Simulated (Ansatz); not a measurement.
Geometry relaxation, with input and output: Pt

- system: Pt (Fm-3m, 1 atom in the cell)
- method: DFT PBE, scalar-relativistic, plane waves, PAW, no spin polarisation (Ansatz 0.2.0)

The structure derives from an entry of the Crystallography Open Database. Figures and captions count atoms from 1; the log counts them from 0 in places.

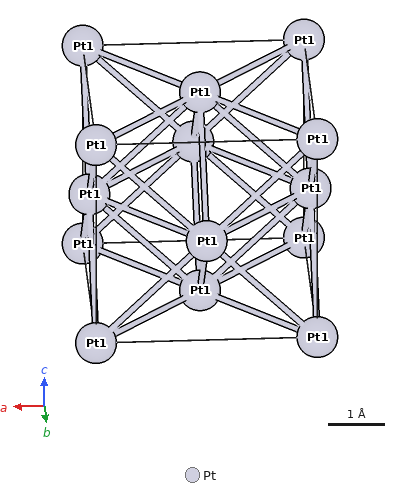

*The input geometry (ball-and-stick view of the cell 4 times as large as that of the calculation, set on its symmetry axes, seen at an oblique angle; atoms are numbered from 1 in the order of the input).*

Near neighbours in the crystal (not all of them lie inside the picture): Pt has 12 Pt at 2.81 Å.

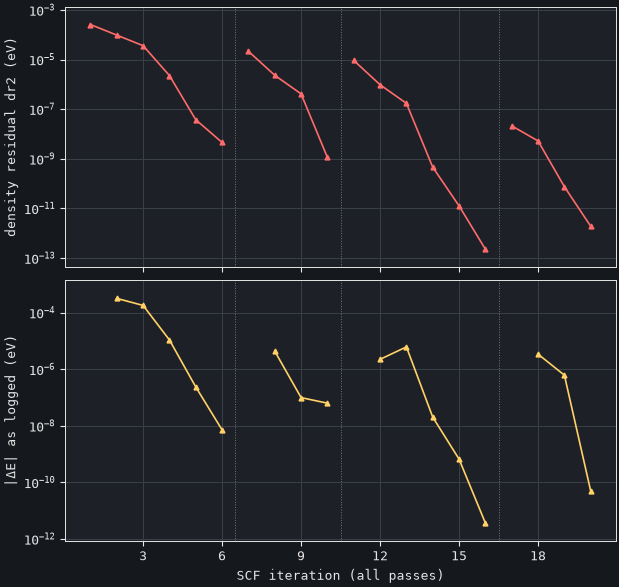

*Convergence of the self-consistent field: density residual dr2 and size of the energy change against the SCF iteration. The dotted lines part the SCF passes of the relaxation: geometry steps, rejected trials and re-solves on a re-selected basis.*

The passes take 6, 4, 6 and 4 iterations.

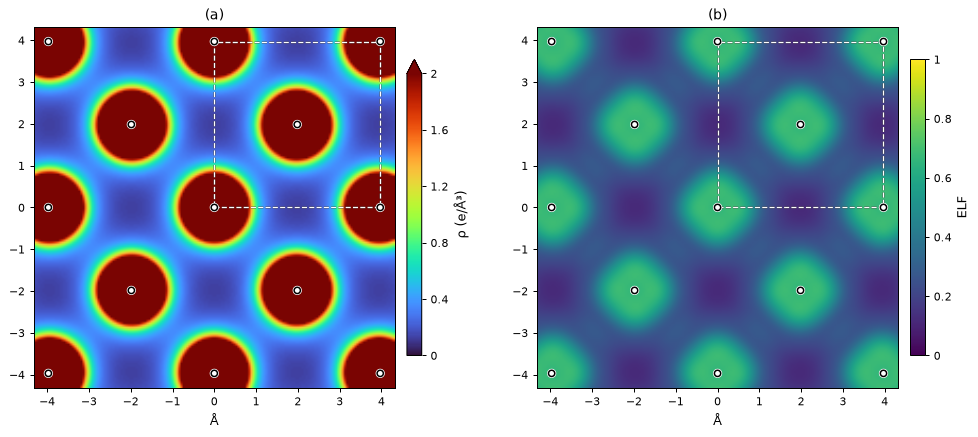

*(a) valence electron density; (b) electron localisation function on the (100) plane of the conventional cell. Circles mark the nuclei in the plane (Pt).*

The plane passes through Pt nuclei. Pt–Pt (2.81 Å): ρ is about 0.35 e/Å³ halfway; the ELF is about 0.30 at the midpoint; no localised pair between them. Away from the nuclei the density in this plane falls to 0.13 e/Å³ at its lowest. The strong features right at Pt lie inside the PAW spheres (semicore, d or f shells) and say nothing about bonding. In a PAW calculation such maps are meaningful between the atoms, not at the nuclei.

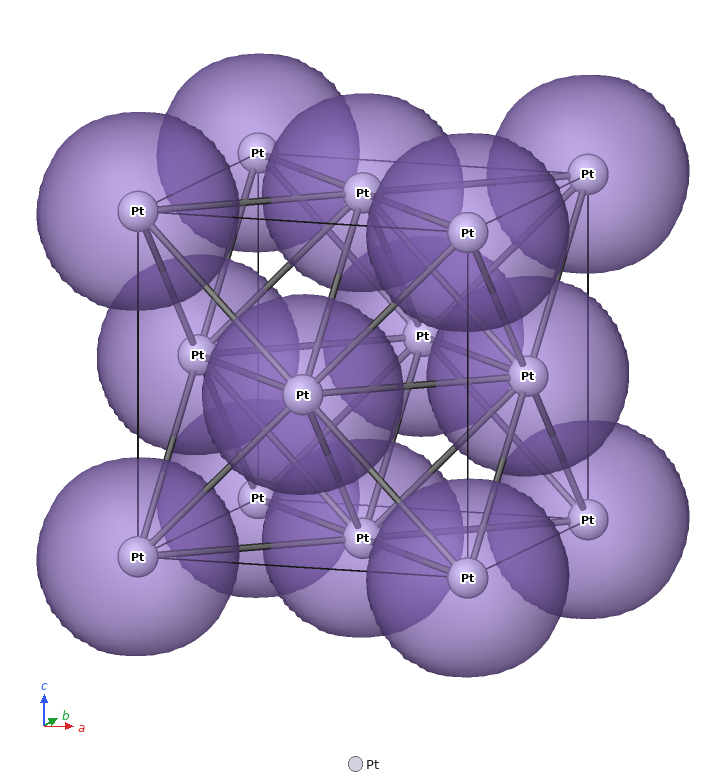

*Isosurface of the valence charge density (pseudo) at 0.5 e/Å³ (purple), seen slightly off an axis. Sticks mark near contacts. The outline is the cell set on symmetry axes.*

At this value the density breaks into separate islands; it holds about 85 % of the electrons treated as valence (semicore included). It is pinched off along the Pt–Pt (2.81 Å) contacts. On the grid the lowest density along these lines, outside the cores, is 0.35 e/Å³ (Pt–Pt, 2.81 Å).

The input that produced these results follows, with the program's output.

The input
```yaml
crystal:
  lattice:
    - [0.0, 1.9836410161, 1.9836410161]
    - [1.9836410161, 0.0, 1.9836410161]
    - [1.9836410161, 1.9836410161, 0.0]
  atoms:
    - { symbol: Pt, position: [0.0, 0.0, 0.0] }
basis:
  ecutwfc: 420
kpoints:
  mp_grid: { grid: [18, 18, 18] }
hamiltonian:
  xc: pbe
scf:
  occupations: { method: gaussian, width: 0.1 }
output:
  forces: true
  stress: true
  eigenvalues: true
  write_density: true
  write_potential: true
  elf: true
  volumetric_format: npy
relax:
  adjacent_minimum: "off"
  f_tol: 0.005
  max_steps: 80
  cell: { stress_tol: 0.05 }
```

Command:
```bash
ansatz run input.yaml --threads 1 --pin off --max-ram 2560MiB --backend cpu --events-out ev --progress --plain --runs-dir out
```

What the program printed
```
Engine: ansatz 0.2.0, aarch64-unknown-linux-gnu
Pseudopotentials: kind: paw
Pseudopotential: Pt, paw, valence charge 18, recommended cutoff 420 eV (normal), Pt.paw.azcp
Functional definition: PBE
  parameter kappa = 0.804
  parameter beta = 0.06672455060314922
  exchange = pbe_x(kappa = kappa, mu = beta*pi^2/3)
  correlation = pbe_c(beta = beta)
Crystal: 1 atoms, lattice volume = 15.611 Å³
Basis set: ecut = 420 eV, 307 PW (Γ), exchange–correlation on 40×40×40 points (8 copies of the dense FFT grid, shifted against one another)
Bands: 13, of which v1, the nominal top of the filled ones, is band 9 counted from 1 (8 counted from 0)
Symmetry: 48 space group operations
Space group: Fm-3m (ITA 225), of the structure as read, at distance tolerance 2.5e-5 Å
k-points: 195 of 5832
Non-local potential: Pt, projectors of the file, l = 0: 3, l = 1: 2, l = 2: 2, l = 3: 1
PAW form: soft (Blöchl's): semilocal exchange-correlation on the pseudo side does not see the compensation charge
PAW one-centre angular grid: Pt, 590 points (default); XC on 64 Gauss nodes
Initial density: superposition of atomic densities (neutral atoms: chi_scale 0, normalization atom), corrected by the library's trained network
Initial wavefunctions: pseudopotential atomic-orbital guess
Functional: x = pbe(κ = 0.804, μ = 0.2195149727645171), c = pbe(β = 0.06672455060314922)
SCF iter   1: F=—  HF=-12523.015848 eV  |F-HF|=—  |Δ(HF+E_count)|=         —  Δρ=3.23e-3  dr2=2.60e-4  ethr=1.77e-3  ⟨swp⟩=5.0  Hψ=13808  notcnv=0
preconditioner: auto → none  [metal: Δε(μ)=0.003 eV  Ē_g=13.826 eV  σ=0.100 eV  W_gap=0.02  n_scr=8 (ndim 8)  ℏωp=29.7 eV  f_vac=0.000  D(μ)=2.24/eV (n_scr^D=26)  sad-step TF]
SCF iter   2: F=—  HF=-12523.016170 eV  |F-HF|=—  |Δ(HF+E_count)|=   3.22e-4  Δρ=1.80e-3  dr2=9.74e-5  ethr=1.45e-6  ⟨swp⟩=2.6  Hψ=5566  notcnv=0
SCF iter   3: F=—  HF=-12523.016351 eV  |F-HF|=—  |Δ(HF+E_count)|=   1.81e-4  Δρ=4.78e-4  dr2=3.64e-5  ethr=5.41e-7  ⟨swp⟩=2.0  Hψ=3535  notcnv=0
SCF iter   4: F=—  HF=-12523.016340 eV  |F-HF|=—  |Δ(HF+E_count)|=   1.09e-5  Δρ=1.38e-4  dr2=2.28e-6  ethr=2.02e-7  ⟨swp⟩=2.5  Hψ=3627  notcnv=0
iter 5 did not close the SCF: its close was put off for the readings that it lacked (scf_convergence_deferred on its scf_iter line)
SCF iter   5: F=-12523.016340 eV  HF=-12523.016340 eV  |F-HF|=7.32e-9  |Δ(HF+E_count)|=   2.37e-7  Δρ=2.20e-5  dr2=3.78e-8  ethr=1.27e-8  ⟨swp⟩=2.5  Hψ=3519  notcnv=0
SCF iter   6: F=-12523.016340 eV  HF=-12523.016340 eV  |F-HF|=2.84e-9  |Δ(HF+E_count)|=   7.17e-9  Δρ=5.56e-6  dr2=4.59e-9  ethr=2.10e-10  ⟨swp⟩=4.9  Hψ=13505  notcnv=0
SCF 1 converged in 6 iterations: F = -12523.016340 eV  dr2 = 4.59e-9
  greatest PAW one-centre occupation: 1.000 electrons in one spin orbital (limit 2), on the Pt atom at site 0 (counted from 0), in its partial waves of l = 0
relax step   1: F+E_penalty+E_count = -12523.01634004 eV  Δ(F+E_penalty+E_count) = +0.000e0 eV  max|allowed force component| = 0.000e0 eV/Å  Δτ_max = 0.0000 Å  P = +0.529 GPa  Ω = 15.611 Å³  (6 SCF iters, dr2 threshold 1.00e-7 eV, accepted)
Crystal: 1 atoms, lattice volume = 15.705 Å³
Basis set: ecut = 420 eV, 331 PW (Γ), exchange–correlation on 40×40×40 points (8 copies of the dense FFT grid, shifted against one another)
Initial density: handed on by an earlier stage of this run
Initial wavefunctions: those handed on with the density
iter 1 solved again at ethr=9.18e-8 eV; its pass at ethr=3.10e-3 eV (dr2=1.65e-5 eV) is discarded
SCF iter   1: F=—  HF=-12523.016173 eV  |F-HF|=—  |Δ(HF+E_count)|=         —  Δρ=4.35e-4  dr2=2.17e-5  ethr=9.18e-8  ⟨swp⟩=2.0  Hψ=16177  notcnv=0
preconditioner: auto → none  [metal: Δε(μ)=0.003 eV  Ē_g=13.764 eV  σ=0.100 eV  W_gap=0.02  n_scr=8 (ndim 8)  ℏωp=29.6 eV  f_vac=0.000  D(μ)=2.26/eV (n_scr^D=26)]
SCF iter   2: F=—  HF=-12523.016169 eV  |F-HF|=—  |Δ(HF+E_count)|=   4.36e-6  Δρ=2.06e-4  dr2=2.34e-6  ethr=9.18e-8  ⟨swp⟩=2.0  Hψ=3492  notcnv=0
SCF iter   3: F=—  HF=-12523.016169 eV  |F-HF|=—  |Δ(HF+E_count)|=   9.96e-8  Δρ=8.29e-5  dr2=4.16e-7  ethr=1.30e-8  ⟨swp⟩=2.4  Hψ=4403  notcnv=0
SCF iter   4: F=-12523.016169 eV  HF=-12523.016169 eV  |F-HF|=8.66e-10  |Δ(HF+E_count)|=   6.33e-8  Δρ=5.71e-6  dr2=1.14e-9  ethr=5.56e-10  ⟨swp⟩=7.0  Hψ=12721  notcnv=0
SCF 2 converged in 4 iterations: F = -12523.016169 eV  dr2 = 1.14e-9
relax step   2: F+E_penalty+E_count = -12523.01616907 eV  Δ(F+E_penalty+E_count) = +1.710e-4 eV  max|allowed force component| = 0.000e0 eV/Å  Δτ_max = 0.0000 Å  P = -0.956 GPa  Ω = 15.705 Å³  energy of the carried Pulay correction = -4.230e-5 eV  (4 SCF iters, dr2 threshold 1.00e-7 eV, rejected (line search))
Crystal: 1 atoms, lattice volume = 15.644 Å³
iter 1 solved again at ethr=4.24e-8 eV; its pass at ethr=3.10e-3 eV (dr2=7.64e-6 eV) is discarded
SCF iter   1: F=—  HF=-12523.016383 eV  |F-HF|=—  |Δ(HF+E_count)|=         —  Δρ=2.84e-4  dr2=9.29e-6  ethr=4.24e-8  ⟨swp⟩=2.0  Hψ=16121  notcnv=0
preconditioner: auto → none  [metal: Δε(μ)=0.003 eV  Ē_g=13.804 eV  σ=0.100 eV  W_gap=0.02  n_scr=8 (ndim 8)  ℏωp=29.7 eV  f_vac=0.000  D(μ)=2.25/eV (n_scr^D=26)]
SCF iter   2: F=—  HF=-12523.016386 eV  |F-HF|=—  |Δ(HF+E_count)|=   2.25e-6  Δρ=1.33e-4  dr2=9.73e-7  ethr=4.24e-8  ⟨swp⟩=2.0  Hψ=3483  notcnv=0
SCF iter   3: F=—  HF=-12523.016380 eV  |F-HF|=—  |Δ(HF+E_count)|=   6.19e-6  Δρ=5.35e-5  dr2=1.73e-7  ethr=5.41e-9  ⟨swp⟩=2.5  Hψ=4410  notcnv=0
SCF iter   4: F=—  HF=-12523.016380 eV  |F-HF|=—  |Δ(HF+E_count)|=   2.03e-8  Δρ=3.46e-6  dr2=4.62e-10  ethr=9.61e-10  ⟨swp⟩=1.2  Hψ=2660  notcnv=0
SCF iter   5: F=—  HF=-12523.016380 eV  |F-HF|=—  |Δ(HF+E_count)|=  6.64e-10  Δρ=5.24e-7  dr2=1.27e-11  ethr=2.57e-12  ⟨swp⟩=2.1  Hψ=4271  notcnv=0
SCF iter   6: F=-12523.016380 eV  HF=-12523.016380 eV  |F-HF|=3.64e-12  |Δ(HF+E_count)|=  3.64e-12  Δρ=6.59e-8  dr2=2.28e-13  ethr=1.00e-12  ⟨swp⟩=4.9  Hψ=9046  notcnv=0
SCF 3 converged in 6 iterations: F = -12523.016380 eV  dr2 = 2.28e-13
relax step   3: F+E_penalty+E_count = -12523.01637956 eV  Δ(F+E_penalty+E_count) = -3.952e-5 eV  max|allowed force component| = 0.000e0 eV/Å  Δτ_max = 0.0000 Å  P = -0.005 GPa  Ω = 15.644 Å³  energy of the carried Pulay correction = -1.503e-5 eV  (6 SCF iters, accepted)
Initial wavefunctions: pseudopotential atomic-orbital guess (no wavefunctions were taken with the density)
iter 1 solved again at ethr=3.03e-8 eV; its pass at ethr=3.10e-3 eV (dr2=5.45e-6 eV) is discarded
SCF iter   1: F=—  HF=-12523.016394 eV  |F-HF|=—  |Δ(HF+E_count)|=         —  Δρ=7.94e-5  dr2=2.15e-8  ethr=3.03e-8  ⟨swp⟩=2.9  Hψ=20111  notcnv=0
preconditioner: auto → none  [metal: Δε(μ)=0.003 eV  Ē_g=13.805 eV  σ=0.100 eV  W_gap=0.02  n_scr=8 (ndim 8)  ℏωp=29.7 eV  f_vac=0.000  D(μ)=2.25/eV (n_scr^D=26)]
SCF iter   2: F=—  HF=-12523.016397 eV  |F-HF|=—  |Δ(HF+E_count)|=   3.43e-6  Δρ=3.97e-5  dr2=5.28e-9  ethr=1.20e-10  ⟨swp⟩=1.7  Hψ=3080  notcnv=0
SCF iter   3: F=—  HF=-12523.016398 eV  |F-HF|=—  |Δ(HF+E_count)|=   6.19e-7  Δρ=8.22e-7  dr2=7.54e-11  ethr=2.93e-11  ⟨swp⟩=1.0  Hψ=2535  notcnv=0
SCF iter   4: F=-12523.016398 eV  HF=-12523.016398 eV  |F-HF|=5.46e-12  |Δ(HF+E_count)|=  4.91e-11  Δρ=1.79e-7  dr2=1.92e-12  ethr=1.00e-12  ⟨swp⟩=5.2  Hψ=10055  notcnv=0
SCF 4 converged in 4 iterations: F = -12523.016398 eV  dr2 = 1.92e-12
relax step   4: F+E_penalty+E_count = -12523.01639769 eV  Δ(F+E_penalty+E_count) = -1.813e-5 eV  max|allowed force component| = 0.000e0 eV/Å  Δτ_max = 0.0000 Å  P = -0.006 GPa  Ω = 15.644 Å³  stress off target by 6.02e-3 GPa  SCF on the basis re-selected at this cell (its energy is not comparable with the rows above)  (4 SCF iters)
basis re-selected at this cell: Δ(F+E_penalty+E_count) = -1.813e-5 eV, ΔP = -0.001 GPa vs the last step (what re-selecting the basis moved, of the pressure what is left beyond the Pulay correction that the steps carried, after the strain that the cell walked since its last selection, with what the two solves' SCF thresholds leave and, on support functions, any second-order correction that the steps lacked; it is no measure of the basis error at this ecutwfc). This SCF's stress stands 6.02e-3 GPa from its target on what of the cell is left free (relax.cell.stress_tol is 5.00e-2 GPa) and its largest allowed force component is 0.00e0 eV/Å (relax.f_tol is 5.00e-3 eV/Å): within both
SCF converged after 4 iterations
Free energy (F): -12523.016398 eV
Harris-Foulkes:  -12523.016398 eV  (|F-HF|=5.46e-12)
Internal energy: -12523.005154 eV  (E = F + TS)
E sigma→0 (E₀):  -12523.010776 eV
Entropy (-TS):   -0.011244 eV (-11.244 meV/atom)
Fermi energy:    22.286753 eV
--- Per-component energies (eV) ---
  E_band       = -145.364973
  E_kinetic    = 636.996295
  E_local      = -1509.431913  (includes V_loc(G=0)·N_el)
  E_nonlocal   = 199.798342
  E_hartree    = 559.073837
  E_xc         = -261.598784
  E_vxc        = -302.598835  (∫ρ·V_xc dr)
  E_paw        = -9453.889501  (= ΣΔE_a)
  E_vpaw       = -288.276679  (= ΣTr[D̂ρ^β])
  E_aug_tail   = 0.000204  (compensation charges beyond the density's cutoff)
  E_ewald      = -2693.953633
  E_smearing   = -0.011244  (= −TS)
  E_closure    = 0.000000  (closes the sum)
  Σ components = -12523.016398   (vs F -12523.016398, Δ=0.00e0)
--- Forces (eV/Å), atoms counted from 1 ---
  atom   1  Pt    -0.00000000     0.00000000     0.00000000
  max |Σ_I F_I| component: 3.29e-32 eV/Å
--- Stress (GPa, compression-positive) ---
       -0.006016      -0.000000      -0.000000
       -0.000000      -0.006016      -0.000000
       -0.000000      -0.000000      -0.006016
  P = ⅓ Tr σ = -0.0060 GPa (-0.060 kbar)
--- Band table (eV; the first three rows and the last of 195) ---
  k-point 0: bands = ["-76.0912", "-30.1072", "-30.1072", "-30.1072", "12.4572", "18.7028", "18.7028", "18.7028", "20.7368", "20.7368", "36.9934", "41.7316", "41.7316"]
  k-point 1: bands = ["-76.0903", "-30.1199", "-30.1090", "-30.1090", "12.5778", "18.6506", "18.7503", "18.7503", "20.7108", "20.7108", "37.1743", "41.0675", "41.9092"]
  k-point 2: bands = ["-76.0879", "-30.1564", "-30.1143", "-30.1143", "12.9289", "18.5161", "18.8745", "18.8745", "20.6556", "20.6556", "37.6630", "39.6738", "42.4242"]
  k-point 194: bands = ["-76.0543", "-30.4022", "-30.3614", "-30.2663", "16.8751", "17.5765", "18.4265", "20.4797", "22.7455", "29.1891", "29.6787", "31.0385", "34.0139"]
--- Relaxed structure (3 steps of the walk, 2 accepted, 1 SCFs on fresh bases) ---
  F+E_penalty+E_count = -12523.01639769 eV   max|allowed force component| = 0.000e0 eV/Å   (the final SCF, on the basis selected at the relaxed cell)
  cell:  # Å, volume = 15.6440 Å³
    - [1.464919459457482e-34, 1.9850569801538143, 1.9850569801538143]
    - [1.9850569801538143, 1.528611609868677e-34, 1.9850569801538143]
    - [1.9850569801538143, 1.9850569801538143, 2.993531069326159e-34]
  atoms:
    - { symbol: Pt, position: [0.0, 0.0, 0.0] }
```

Trajectory as extended XYZ (Å, eV, eV/Å), 4 frames, from step=1 to step=4
```
1
Lattice="0.0000 1.9836 1.9836 1.9836 0.0000 1.9836 1.9836 1.9836 0.0000" Properties=species:S:1:pos:R:3:forces:R:3 step=1 energy=-12523.01634 pressure_GPa=0.53
Pt    0.0000    0.0000    0.0000    0.0000   0.0000   0.0000
1
Lattice="0.0000 1.9876 1.9876 1.9876 0.0000 1.9876 1.9876 1.9876 0.0000" Properties=species:S:1:pos:R:3:forces:R:3 step=2 energy=-12523.01617 pressure_GPa=-0.96 accepted=F
Pt    0.0000    0.0000    0.0000    0.0000   0.0000   0.0000
1
Lattice="0.0000 1.9851 1.9851 1.9851 0.0000 1.9851 1.9851 1.9851 0.0000" Properties=species:S:1:pos:R:3:forces:R:3 step=3 energy=-12523.01638 pressure_GPa=-0.00
Pt    0.0000    0.0000    0.0000    0.0000   0.0000   0.0000
1
Lattice="0.0000 1.9851 1.9851 1.9851 0.0000 1.9851 1.9851 1.9851 0.0000" Properties=species:S:1:pos:R:3:forces:R:3 step=4 energy=-12523.01640 pressure_GPa=-0.01
Pt    0.0000    0.0000    0.0000    0.0000   0.0000   0.0000
```

Summary

```json
{"quantity": "outcome", "value": "converged"}
{"quantity": "space group (tolerance 0.01 Å)", "value": "Fm-3m (225)"}
{"quantity": "electrons treated", "value": "18"}
{"quantity": "free energy", "value": "−12523.0164 eV"}
{"quantity": "Fermi energy", "value": "22.287 eV"}
{"quantity": "gap on the k-point mesh", "value": "none (metallic)"}
{"quantity": "pressure", "value": "−0.01 GPa"}
{"quantity": "final volume", "value": "15.64 Å³"}
{"quantity": "largest force (length of the vector) at the end", "value": "under 0.001 eV/Å"}
{"quantity": "final cell", "value": "a = 2.807 Å, b = 2.807 Å, c = 2.807 Å, α = 60.00°, β = 60.00°, γ = 60.00°"}
{"quantity": "hardware", "value": "1 thread of Arm Neoverse V1, 24 GiB of memory available, shared host"}
{"quantity": "wall time", "value": "9.6 s"}
{"quantity": "peak memory", "value": "0.32 GiB"}
```

Remarks

Spin–orbit coupling is left out, which matters for Pt.
